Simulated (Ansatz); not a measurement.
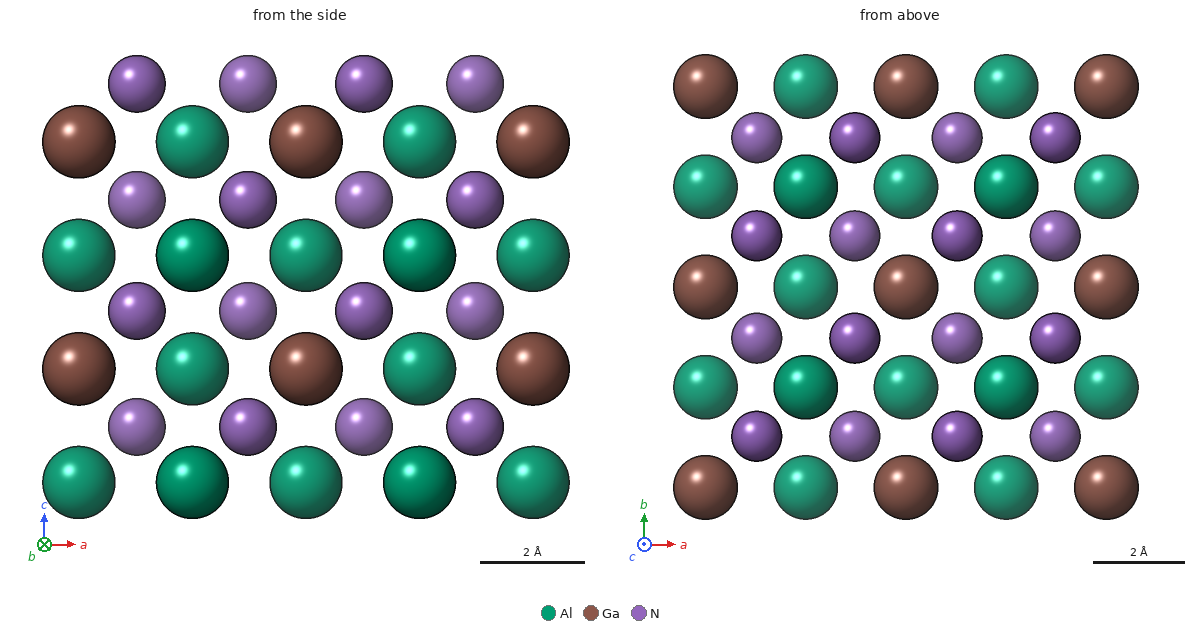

A spheres-only picture of a periodic slab, seen from the side and from above. The surface normal points up in side views; the vacuum is left out. 2×2 cells are drawn in the plane, with atoms at the edges repeated.

The cell holds 6 Al, 2 Ga, 8 N.

Q: Which atoms form the outer planes?

A: The top face ends in N, the bottom face in Al. The faces differ, so the slab can carry a dipole.

Q: Give the thickness from the bottom atom to the top atom.

A: About 8 Å from the lowest to the highest atom.

Q: State the number of planes and their content from above.

A: Eight planes: N / AlGa / N / Al / N / AlGa / N / Al.

It goes back to a structure listed in the Materials Project. The cell was then strained or its atoms displaced on purpose. Ansatz was used for an electronic-structure calculation on it.

At this level of theory the run's own cell isn't at rest (forces up to 2.0 eV/Å), so its distances can differ from those at equilibrium, the more so the softer the solid.
